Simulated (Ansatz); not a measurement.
Consider FeO.

Input

```
crystal:
  lattice:
    - [0.0, 2.1554, 2.1554]
    - [2.1554, 0.0, 2.1554]
    - [2.1554, 2.1554, 0.0]
  atoms:
    - { symbol: Fe, position: [0.0, 0.0, 0.0], spin: 3.0 }
    - { symbol: O, position: [0.5, 0.5, 0.5] }
hamiltonian:
  xc: lda
  pseudopotentials: { kind: paw }
magnetization:
  spin_polarized: true
kpoints:
  mp_grid: { grid: [11, 11, 11] }
  band_path:
    path:
      - [[0.0, 0.0, 0.0], [0.5, 0.0, 0.5], [0.5, 0.25, 0.75], [0.375, 0.375, 0.75], [0.0, 0.0, 0.0], [0.5, 0.5, 0.5], [0.625, 0.25, 0.625], [0.5, 0.25, 0.75], [0.5, 0.5, 0.5], [0.375, 0.375, 0.75]]
      - [[0.625, 0.25, 0.625], [0.5, 0.0, 0.5]]
    npoints: 14
scf:
  occupations: { method: fermi_dirac, width: 0.05 }
  n_extra_bands: 6
output:
  forces: true
  stress: true
  eigenvalues: true
  fatbands: true
  write_density: true
  write_potential: true
  elf: true
  volumetric_format: npy
```

Launched as:

```sh
ansatz run input.yaml --threads 2 --pin off --max-ram 5632MiB --backend cpu --events-out ev --progress --plain --runs-dir out
```

Below, planes, directions and counts refer to the conventional cell (a = 4.31 Å, b = 4.31 Å, c = 4.31 Å, α = 90.00°, β = 90.00°, γ = 90.00°).

Space group Fm-3m; computed pressure about −16 GPa in this cell; spin-polarised.

Level of theory: Ansatz, Kohn-Sham DFT of a periodic cell, LDA, Ansatz PAW.

Q: What will maps of the valence pseudo-density, electron localisation function and spin density show?

A: Fe–O (2.16 Å): ρ at the midpoint is about 0.41 e/Å³; the ELF peaks at about 0.80 in the valence shell of O, 0.6 Å from its nucleus, and is about 0.15 at the midpoint: no shared electron pair shows on this line.
The spin density sits on Fe: +3.4 μB (×4) in one cell of 8 atoms, with smaller moments on O (up to +0.34 μB): parallel main moments, as they must be, since the calculation's own cell holds one magnetic site. The cell of the calculation (2 atoms) carries 4.0 μB of net spin moment.

Q: Does the calculation give a band gap?

A: It is gapless in this calculation (a metal or semimetal); semilocal functionals without U, or without the true magnetic order, often close the gap of such compounds.

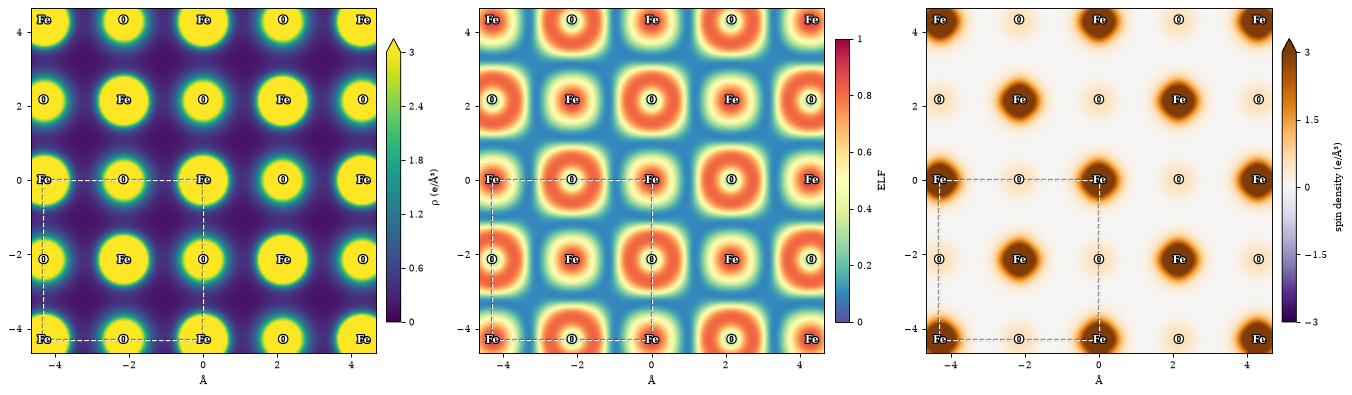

Computed valence pseudo-density, electron localisation function and spin density on the (010) plane of the conventional cell, in this order. 

In a PAW calculation such maps are meaningful between the atoms, not at the nuclei.
